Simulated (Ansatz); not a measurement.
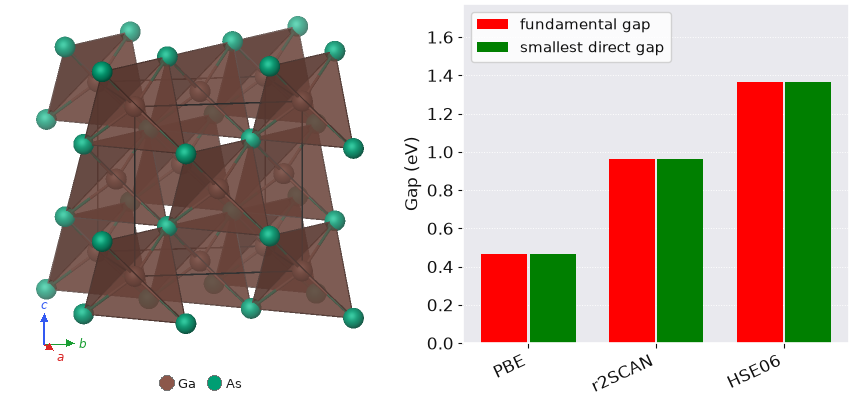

Gaps of GaAs, space group F-43m, 2 atoms in the cell, zincblende type, at several levels of theory on one cell (Ansatz, plane waves and PAW; edges over the mesh and the special points).

How does the gap depend on the level, and does its kind change?

Answer. In rising order: PBE 0.47 eV, r2SCAN 0.96 eV and HSE06 1.36 eV. It is direct at every level.
